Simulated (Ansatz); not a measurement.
Geometry relaxation, with input and output: Al₈O (part 1 of 3)

The run: geometry relaxation of Al₈O (slab, 9 atoms in the cell). Method and program: DFT PBEsol, scalar-relativistic, plane waves, PAW, no spin polarisation (Ansatz 0.2.0).

The structure derives from a Materials Project entry. The input holds or restrains some coordinates. Forces given for the steps count only the free coordinates. It belongs to a series of runs on one base structure; here: O put at a bridge Al-Al site.

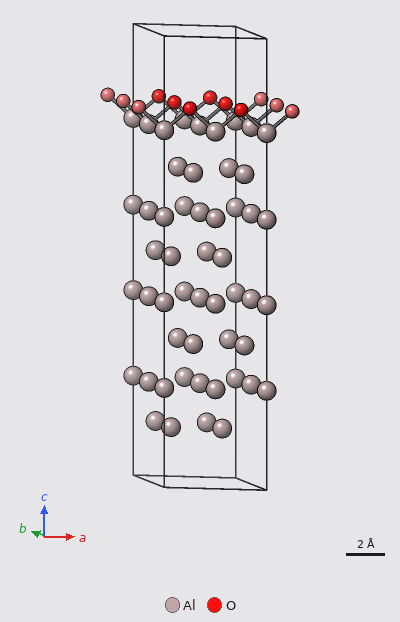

Fig. 1: The starting structure (ball-and-stick view of the 2 × 2 repeat of the cell, with the vacuum cut short, seen slightly off an axis; neighbours outside the cell are drawn fainter). An atom can appear more than once, as a periodic image.

Input file
```yaml
crystal:
  lattice:
    - [2.8362844922, 0.0, 0.0]
    - [-1.4181422461, 2.4562944226, 0.0]
    - [0.0, 0.0, 35.3137615421]
  atoms:
    - { symbol: Al, position: [0.3333333333, 0.6666666667, 0.2406993656] }
    - { symbol: Al, position: [0.0, 0.0, 0.3066945262] }
    - { symbol: Al, position: [0.6666666667, 0.3333333333, 0.3726896867] }
    - { symbol: Al, position: [0.0, 0.0, 0.4386848473] }
    - { symbol: Al, position: [0.3333333333, 0.6666666667, 0.5041562492] }
    - { symbol: Al, position: [0.0, 0.0, 0.5704373706] }
    - { symbol: Al, position: [0.6666666667, 0.3333333333, 0.6367922409] }
    - { symbol: Al, position: [0.0, 0.0, 0.7041304592] }
    - { symbol: O, position: [0.5, 1.0, 0.7386778975] }
basis:
  ecutwfc: 420
kpoints:
  mp_grid: { grid: [12, 12, 1] }
hamiltonian:
  xc: pbesol
scf:
  occupations: { method: gaussian, width: 0.1 }
output:
  forces: true
  eigenvalues: true
  write_density: true
  write_potential: true
  elf: true
  volumetric_format: npy
relax:
  adjacent_minimum: "off"
  f_tol: 0.03
  max_steps: 70
  constraints: [{ sites: [0, 1, 2, 3] }]
efield:
  axis: 3
  dipole_correction: true
  ramp_width: 0.04
```

Machine: 2 threads of Intel Xeon @ 2.70GHz, 189 GiB of memory available, shared host.

Run as:
```bash
ansatz run input.yaml --threads 2 --pin off --max-ram 5120MiB --backend cpu --events-out ev --progress --plain --runs-dir out
```

The program's output
```
Engine: ansatz 0.2.0, x86_64-unknown-linux-gnu
Pseudopotentials: kind: paw
Pseudopotential: Al, paw, valence charge 3, recommended cutoff 420 eV (normal), Al.paw.azcp
Pseudopotential: O, paw, valence charge 6, recommended cutoff 420 eV (normal), O.paw.azcp
Functional definition: PBEsol
  exchange = pbesol_x
  correlation = pbesol_c
Crystal: 9 atoms, lattice volume = 246.022 Å³
Basis set: ecut = 420 eV, 4871 PW (Γ), exchange–correlation on 40×40×480 points (8 copies of the dense FFT grid, shifted against one another)
Bands: 24, of which v1, the nominal top of the filled ones, is band 15 counted from 1 (14 counted from 0)
Symmetry: 2 space group operations
Space group: Cm (ITA 8), of the structure as read, at distance tolerance 6.3e-5 Å
k-points: 43 of 144 (time reversal used)
Non-local potential: Al, projectors of the file, l = 0: 2, l = 1: 2, l = 2: 1
Non-local potential: O, projectors of the file, l = 0: 2, l = 1: 2, l = 2: 1
PAW form: soft (Blöchl's): semilocal exchange-correlation on the pseudo side does not see the compensation charge
PAW frozen core: Al, regenerated for the run's functional, and the local potential with it (the file was generated under x = pbe(κ = 0.804, μ = 0.2195149727645171), c = pbe(β = 0.06672455060314922))
PAW frozen core: O, regenerated for the run's functional, and the local potential with it (the file was generated under x = pbe(κ = 0.804, μ = 0.2195149727645171), c = pbe(β = 0.06672455060314922))
PAW one-centre angular grid: Al, 110 points (default); XC on 64 Gauss nodes
PAW one-centre angular grid: O, 110 points (default); XC on 64 Gauss nodes
Initial density: superposition of atomic densities (neutral atoms: chi_scale 0, normalization atom), corrected by the library's trained network
Initial wavefunctions: pseudopotential atomic-orbital guess
Functional: x = pbesol(κ = 0.804, μ = 0.12345679012345678), c = pbesol(β = 0.046)
SCF iter   1: F=—  HF=-4756.619006 eV  |F-HF|=—  |Δ(HF+E_count)|=         —  Δρ=2.83e-3  dr2=2.44e-1  ethr=1.77e-3  p=-0.164 e·Å  D=-1.21e-1 V/Å  ΔV_dip=4.27 eV  dr2_dipole=2.06e-1  V_vac-E_F(+/−)=8.42/4.15 eV  ⟨swp⟩=10.2  Hψ=7805  notcnv=0  defer=5
efield: sawtooth ramp at fractional position 0.9697 (placed from the atoms, in the widest stretch of the axis that holds none; the zero of the levels goes with the place), width 0.0400; the density the first Hamiltonian is built on has a dipole p = -0.164 e·Å; the dipole correction subtracts the counter field D = -1.21e-1 V/Å, which shifts the + side's vacuum level by +4.27 eV against the − side's; the planar-averaged density in the ramp window peaks in size at 1.0e-5 e/Å³
preconditioner: auto → LDOS  [metal: Δε(μ)=0.039 eV  Ē_g=6.959 eV  σ=0.100 eV  W_gap=0.22  n_scr=20 (ndim 8)  ℏωp=12.5 eV  f_vac=0.397  D(μ)=3.84/eV (n_scr^D=18)  β→1.0]
SCF iter   2: F=—  HF=-4756.606642 eV  |F-HF|=—  |Δ(HF+E_count)|=   1.24e-2  Δρ=2.11e-3  dr2=5.75e-2  ethr=8.12e-4  p=-0.182 e·Å  D=-1.34e-1 V/Å  ΔV_dip=4.73 eV  dr2_dipole=3.02e-2  V_vac-E_F(+/−)=8.81/4.08 eV  ⟨swp⟩=2.3  Hψ=1871  notcnv=0  defer=75
SCF iter   3: F=—  HF=-4756.603204 eV  |F-HF|=—  |Δ(HF+E_count)|=   3.44e-3  Δρ=4.14e-4  dr2=1.14e-3  ethr=1.92e-4  p=-0.176 e·Å  D=-1.30e-1 V/Å  ΔV_dip=4.58 eV  dr2_dipole=2.22e-4  V_vac-E_F(+/−)=8.70/4.13 eV  ⟨swp⟩=2.3  Hψ=1358  notcnv=0  defer=75
SCF iter   4: F=—  HF=-4756.603188 eV  |F-HF|=—  |Δ(HF+E_count)|=   1.65e-5  Δρ=1.44e-4  dr2=1.29e-4  ethr=3.79e-6  p=-0.176 e·Å  D=-1.29e-1 V/Å  ΔV_dip=4.57 eV  dr2_dipole=3.03e-5  V_vac-E_F(+/−)=8.71/4.14 eV  ⟨swp⟩=2.6  Hψ=1838  notcnv=0  defer=72
iter 5 did not close the SCF: its close was put off for the readings that it lacked (scf_convergence_deferred on its scf_iter line)
SCF iter   5: F=-4756.603181 eV  HF=-4756.603190 eV  |F-HF|=8.42e-6  |Δ(HF+E_count)|=   2.00e-6  Δρ=3.05e-5  dr2=7.48e-6  ethr=4.29e-7  p=-0.176 e·Å  D=-1.30e-1 V/Å  ΔV_dip=4.57 eV  dr2_dipole=3.01e-6  V_vac-E_F(+/−)=8.71/4.14 eV  ⟨swp⟩=2.0  Hψ=1462  notcnv=0  defer=72
SCF iter   6: F=-4756.603190 eV  HF=-4756.603190 eV  |F-HF|=2.16e-7  |Δ(HF+E_count)|=   5.86e-7  Δρ=9.65e-6  dr2=3.31e-7  ethr=2.49e-8  p=-0.176 e·Å  D=-1.29e-1 V/Å  ΔV_dip=4.57 eV  dr2_dipole=4.88e-10  V_vac-E_F(+/−)=8.71/4.14 eV  ⟨swp⟩=21.8  Hψ=11703  notcnv=0
SCF 1 converged in 6 iterations: F = -4756.603190 eV  dr2 = 3.31e-7
  greatest PAW one-centre occupation: 0.876 electrons in one spin orbital (limit 2), on the O atom at site 8 (counted from 0), in its partial waves of l = 0
relax step   1: F+E_penalty+E_count = -4756.60319036 eV  Δ(F+E_penalty+E_count) = +0.000e0 eV  max|allowed force component| = 4.652e0 eV/Å  Δτ_max = 0.0000 Å  (6 SCF iters, dr2 threshold 2.25e-5 eV, accepted)
Initial density: handed on by an earlier stage of this run
Initial wavefunctions: those handed on with the density
iter 1 solved again at ethr=1.15e-3 eV; its pass at ethr=3.10e-3 eV (dr2=3.46e-1 eV) is discarded
SCF iter   1: F=—  HF=-4757.239007 eV  |F-HF|=—  |Δ(HF+E_count)|=         —  Δρ=1.05e-2  dr2=4.87e-1  ethr=1.15e-3  p=-0.176 e·Å  D=-1.29e-1 V/Å  ΔV_dip=4.57 eV  dr2_dipole=1.64e-1  V_vac-E_F(+/−)=8.74/4.17 eV  ⟨swp⟩=1.5  Hψ=5109  notcnv=0  defer=109
efield: sawtooth ramp at fractional position 0.9697 (handed on by an earlier solve), width 0.0400; the density the first Hamiltonian is built on has a dipole p = -0.176 e·Å; the dipole correction subtracts the counter field D = -1.29e-1 V/Å, which shifts the + side's vacuum level by +4.57 eV against the − side's; the planar-averaged density in the ramp window peaks in size at 1.3e-6 e/Å³
preconditioner: auto → LDOS  [metal: Δε(μ)=0.032 eV  Ē_g=7.114 eV  σ=0.100 eV  W_gap=0.18  n_scr=20 (ndim 8)  ℏωp=12.5 eV  f_vac=0.401  D(μ)=3.21/eV (n_scr^D=16)  β→1.0]
SCF iter   2: F=—  HF=-4757.204652 eV  |F-HF|=—  |Δ(HF+E_count)|=   3.44e-2  Δρ=6.69e-3  dr2=1.16e-1  ethr=1.15e-3  p=-0.133 e·Å  D=-9.78e-2 V/Å  ΔV_dip=3.45 eV  dr2_dipole=1.04e-2  V_vac-E_F(+/−)=7.60/4.15 eV  ⟨swp⟩=2.5  Hψ=1881  notcnv=0  defer=109
SCF iter   3: F=—  HF=-4757.173404 eV  |F-HF|=—  |Δ(HF+E_count)|=   3.12e-2  Δρ=1.09e-3  dr2=1.97e-3  ethr=3.88e-4  p=-0.159 e·Å  D=-1.17e-1 V/Å  ΔV_dip=4.12 eV  dr2_dipole=6.63e-7  V_vac-E_F(+/−)=8.28/4.16 eV  ⟨swp⟩=2.1  Hψ=2242  notcnv=0  defer=112
SCF iter   4: F=—  HF=-4757.172792 eV  |F-HF|=—  |Δ(HF+E_count)|=   6.12e-4  Δρ=2.17e-4  dr2=1.17e-4  ethr=6.55e-6  p=-0.157 e·Å  D=-1.15e-1 V/Å  ΔV_dip=4.07 eV  dr2_dipole=2.13e-6  V_vac-E_F(+/−)=8.23/4.16 eV  ⟨swp⟩=2.6  Hψ=1708  notcnv=0  defer=112
SCF iter   5: F=-4757.172798 eV  HF=-4757.172798 eV  |F-HF|=5.03e-7  |Δ(HF+E_count)|=   6.13e-6  Δρ=4.17e-5  dr2=6.50e-6  ethr=3.33e-7  p=-0.156 e·Å  D=-1.15e-1 V/Å  ΔV_dip=4.06 eV  dr2_dipole=3.16e-9  V_vac-E_F(+/−)=8.22/4.16 eV  ⟨swp⟩=23.2  Hψ=12395  notcnv=0
SCF 2 converged in 5 iterations: F = -4757.172798 eV  dr2 = 6.50e-6
  greatest PAW one-centre occupation: 0.874 electrons in one spin orbital (limit 2), on the O atom at site 8 (counted from 0), in its partial waves of l = 0
relax step   2: F+E_penalty+E_count = -4757.17279775 eV  Δ(F+E_penalty+E_count) = -5.696e-1 eV  max|allowed force component| = 3.162e0 eV/Å  Δτ_max = 0.1926 Å  (5 SCF iters, dr2 threshold 1.00e-4 eV, accepted)
SCF iter   1: F=—  HF=-4757.755534 eV  |F-HF|=—  |Δ(HF+E_count)|=         —  Δρ=1.16e-2  dr2=9.88e-1  ethr=3.10e-3  p=-0.156 e·Å  D=-1.15e-1 V/Å  ΔV_dip=4.06 eV  dr2_dipole=6.34e-1  V_vac-E_F(+/−)=8.17/4.11 eV  ⟨swp⟩=4.1  Hψ=4005  notcnv=0  defer=82
efield: sawtooth ramp at fractional position 0.9697 (handed on by an earlier solve), width 0.0400; the density the first Hamiltonian is built on has a dipole p = -0.156 e·Å; the dipole correction subtracts the counter field D = -1.15e-1 V/Å, which shifts the + side's vacuum level by +4.06 eV against the − side's; the planar-averaged density in the ramp window peaks in size at 6.5e-7 e/Å³
preconditioner: auto → LDOS  [metal: Δε(μ)=0.071 eV  Ē_g=7.339 eV  σ=0.100 eV  W_gap=0.38  n_scr=20 (ndim 8)  ℏωp=12.5 eV  f_vac=0.401  D(μ)=3.16/eV (n_scr^D=16)  β→1.0]
SCF iter   2: F=—  HF=-4757.709217 eV  |F-HF|=—  |Δ(HF+E_count)|=   4.63e-2  Δρ=1.17e-2  dr2=2.91e-1  ethr=3.10e-3  p=-0.037 e·Å  D=-2.75e-2 V/Å  ΔV_dip=0.97 eV  dr2_dipole=4.58e-2  V_vac-E_F(+/−)=5.14/4.17 eV  ⟨swp⟩=2.8  Hψ=2371  notcnv=0  defer=107
SCF iter   3: F=—  HF=-4757.610748 eV  |F-HF|=—  |Δ(HF+E_count)|=   9.85e-2  Δρ=2.49e-3  dr2=1.15e-2  ethr=9.71e-4  p=-0.096 e·Å  D=-7.10e-2 V/Å  ΔV_dip=2.51 eV  dr2_dipole=3.59e-4  V_vac-E_F(+/−)=6.65/4.14 eV  ⟨swp⟩=2.5  Hψ=2113  notcnv=0  defer=110
SCF iter   4: F=—  HF=-4757.606919 eV  |F-HF|=—  |Δ(HF+E_count)|=   3.83e-3  Δρ=2.27e-4  dr2=2.20e-4  ethr=3.82e-5  p=-0.091 e·Å  D=-6.71e-2 V/Å  ΔV_dip=2.37 eV  dr2_dipole=1.54e-4  V_vac-E_F(+/−)=6.51/4.14 eV  ⟨swp⟩=2.3  Hψ=1646  notcnv=0  defer=110
SCF iter   5: F=-4757.606874 eV  HF=-4757.606876 eV  |F-HF|=2.33e-6  |Δ(HF+E_count)|=   4.26e-5  Δρ=5.76e-5  dr2=9.91e-6  ethr=3.33e-7  p=-0.090 e·Å  D=-6.62e-2 V/Å  ΔV_dip=2.34 eV  dr2_dipole=1.87e-6  V_vac-E_F(+/−)=6.47/4.14 eV  ⟨swp⟩=24.9  Hψ=13032  notcnv=0
SCF 3 converged in 5 iterations: F = -4757.606874 eV  dr2 = 9.91e-6
  greatest PAW one-centre occupation: 0.873 electrons in one spin orbital (limit 2), on the O atom at site 8 (counted from 0), in its partial waves of l = 0
relax step   3: F+E_penalty+E_count = -4757.60687378 eV  Δ(F+E_penalty+E_count) = -4.341e-1 eV  max|allowed force component| = 1.378e0 eV/Å  Δτ_max = 0.1941 Å  (5 SCF iters, dr2 threshold 1.00e-4 eV, accepted)
iter 1 solved again at ethr=1.55e-3 eV; its pass at ethr=3.10e-3 eV (dr2=4.66e-1 eV) is discarded
SCF iter   1: F=—  HF=-4758.288838 eV  |F-HF|=—  |Δ(HF+E_count)|=         —  Δρ=8.44e-3  dr2=4.58e-1  ethr=1.55e-3  p=-0.090 e·Å  D=-6.62e-2 V/Å  ΔV_dip=2.34 eV  dr2_dipole=2.61e-1  V_vac-E_F(+/−)=6.46/4.12 eV  ⟨swp⟩=1.1  Hψ=5464  notcnv=0  defer=83
efield: sawtooth ramp at fractional position 0.9697 (handed on by an earlier solve), width 0.0400; the density the first Hamiltonian is built on has a dipole p = -0.090 e·Å; the dipole correction subtracts the counter field D = -6.62e-2 V/Å, which shifts the + side's vacuum level by +2.34 eV against the − side's; the planar-averaged density in the ramp window peaks in size at 2.0e-6 e/Å³
preconditioner: auto → LDOS  [metal: Δε(μ)=0.063 eV  Ē_g=7.486 eV  σ=0.100 eV  W_gap=0.34  n_scr=20 (ndim 8)  ℏωp=12.5 eV  f_vac=0.403  D(μ)=2.87/eV (n_scr^D=16)  β→1.0]
SCF iter   2: F=—  HF=-4758.226391 eV  |F-HF|=—  |Δ(HF+E_count)|=   6.24e-2  Δρ=5.03e-3  dr2=1.02e-1  ethr=1.53e-3  p=-0.016 e·Å  D=-1.21e-2 V/Å  ΔV_dip=0.43 eV  dr2_dipole=4.50e-2  V_vac-E_F(+/−)=4.60/4.17 eV  ⟨swp⟩=2.8  Hψ=2106  notcnv=0  defer=89
SCF iter   3: F=—  HF=-4758.195485 eV  |F-HF|=—  |Δ(HF+E_count)|=   3.09e-2  Δρ=1.18e-3  dr2=3.38e-3  ethr=3.40e-4  p=-0.053 e·Å  D=-3.92e-2 V/Å  ΔV_dip=1.39 eV  dr2_dipole=2.80e-5  V_vac-E_F(+/−)=5.53/4.15 eV  ⟨swp⟩=2.6  Hψ=2141  notcnv=0  defer=109
SCF iter   4: F=—  HF=-4758.194312 eV  |F-HF|=—  |Δ(HF+E_count)|=   1.17e-3  Δρ=3.41e-4  dr2=2.09e-4  ethr=1.13e-5  p=-0.048 e·Å  D=-3.53e-2 V/Å  ΔV_dip=1.25 eV  dr2_dipole=8.21e-6  V_vac-E_F(+/−)=5.39/4.15 eV  ⟨swp⟩=3.0  Hψ=1776  notcnv=0  defer=109
SCF iter   5: F=-4758.194273 eV  HF=-4758.194284 eV  |F-HF|=1.10e-5  |Δ(HF+E_count)|=   2.79e-5  Δρ=6.02e-5  dr2=1.39e-5  ethr=3.33e-7  p=-0.048 e·Å  D=-3.56e-2 V/Å  ΔV_dip=1.26 eV  dr2_dipole=4.32e-6  V_vac-E_F(+/−)=5.40/4.15 eV  ⟨swp⟩=25.8  Hψ=12955  notcnv=0
SCF 4 converged in 5 iterations: F = -4758.194273 eV  dr2 = 1.39e-5
  greatest PAW one-centre occupation: 0.868 electrons in one spin orbital (limit 2), on the O atom at site 8 (counted from 0), in its partial waves of l = 0
relax step   4: F+E_penalty+E_count = -4758.19427274 eV  Δ(F+E_penalty+E_count) = -5.874e-1 eV  max|allowed force component| = 2.225e0 eV/Å  Δτ_max = 0.1960 Å  (5 SCF iters, dr2 threshold 1.00e-4 eV, accepted)
iter 1 solved again at ethr=9.68e-4 eV; its pass at ethr=3.10e-3 eV (dr2=2.91e-1 eV) is discarded
```
